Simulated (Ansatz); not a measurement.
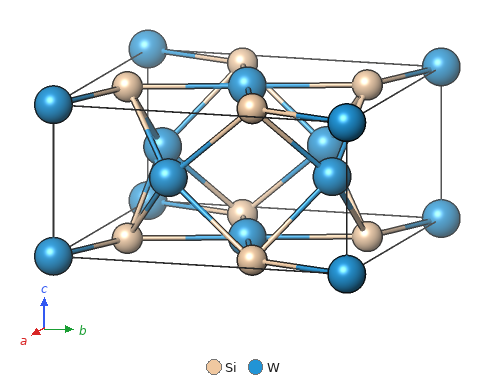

Ball-and-stick representation of a periodic structure, projected slightly off an axis. One conventional unit cell is framed, with atoms on its boundary repeated. Cell: a = 6.62 Å, b = 6.62 Å, c = 3.32 Å, α = 90.00°, β = 90.00°, γ = 90.00°.

It goes back to a structure listed in the Materials Project. Earlier steps of the study may have refined or changed the cell and positions. It was run through Ansatz as a DFT input.

Question: Describe the arrangement of the atoms.

Answer: Its composition is Si₂W₃. It is primitive tetragonal, space group P4/mbm (No. 127). Counting shared atoms by their share gives 4 Si, 6 W, or 10 atoms. Each Si has eight W and one Si (about 2.6 Å to W, 2.5 Å to Si). W takes two kinds of site: 2a with four Si in a square planar arrangement at about 2.6 Å; 4h with six Si at about 2.5 Å. Not all metal-metal contacts are counted. The bonds build a three-dimensional framework.

Level of theory and settings: Ansatz 0.2.0, DFT PBE, scalar-relativistic, plane waves, PAW, plane waves up to 420 eV, a 6×6×12 mesh of k-points, Gaussian smearing of 0.1 eV, no spin polarisation.

Question: What does the calculation say: metal or gapped?

Answer: A metal: bands cross the Fermi level.

Question: What does a Bader analysis give?

Answer: Si -0.37 e; W +0.22 to +0.26 e.

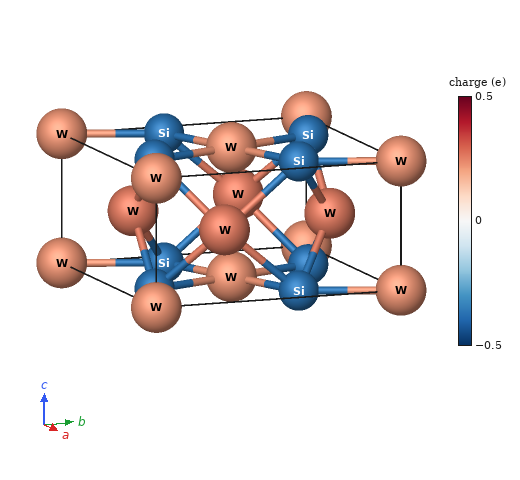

The atoms coloured by those charges. The run's cell of 10 atoms is drawn.

Question: Is the structure in equilibrium?

Answer: Yes. All forces vanish to within 0.01 eV/Å. The pressure is 0.0 GPa, close to zero.
